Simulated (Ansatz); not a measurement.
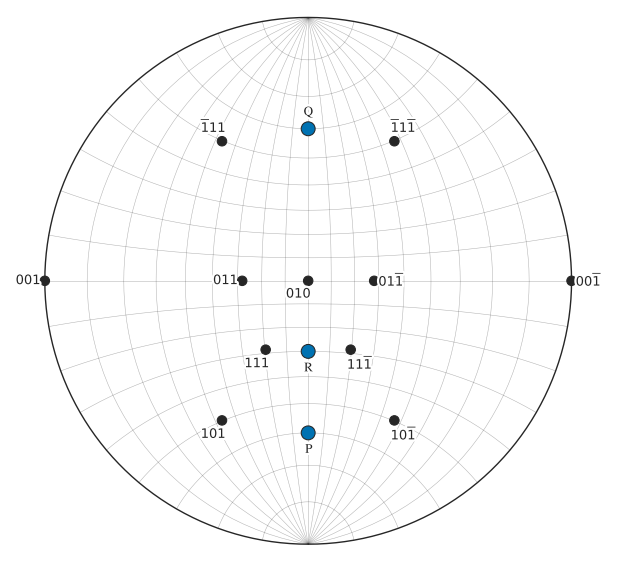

For Mn, the end point of a relaxation with DFT, PBE, plane waves (420 eV) with PAW, scalar-relativistic in Ansatz 0.2.0; the starting structure was generated, so it need not be a known form of this composition: stereographic projection of plane normals (upper hemisphere) centred on (0 1 0). The drawing is computed from the coordinates (standard cell, symmetry found to 0.002 Å).

a = 2.484 Å, b = 2.484 Å, c = 4.022 Å, α = 90.00°, β = 90.00°, γ = 120.00°.

Index the poles marked P, Q, R.

Answer. P is (1 0 0), in four indices (1 0 −1 0), 60.0° from the centre; Q is (−1 1 0), in four indices (−1 1 0 0), 60.0° from the centre; R is (1 1 0), in four indices (1 1 −2 0), 30.0° from the centre.

What is the angle between the normals of (−1 1 0) and (−1 1 1), and what are their d_hkl = 1/|g|?

Answer. 28.1°; d = 2.151 Å and 1.897 Å.
